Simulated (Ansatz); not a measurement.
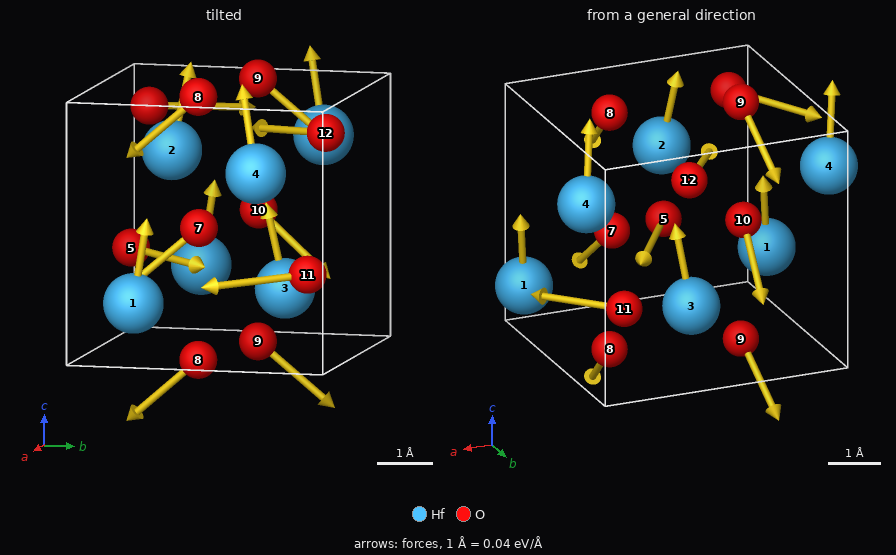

View slightly off an axis and from a general direction, drawn as a spheres-only model. The frame is the simulation cell; atoms at its boundary are shown with their periodic copies. The arrows are the computed forces on the atoms.

System: HfO2. Setup: DFT, PBE, plane waves, PAW (Ansatz 0.2.0); an energy cutoff of 420 eV, a 6×6×6 k-point grid, Fermi-Dirac smearing of 0.02 eV, no spin polarisation.

### Is the structure at a minimum of the energy?

No. The atoms still feel forces of up to about 0.072 eV/Å, above a usual threshold of 0.01 to 0.03 eV/Å.

Source of the structure: a structure listed in the Materials Project. The cell was then strained or its atoms displaced on purpose. An electronic-structure calculation with Ansatz was run on it.
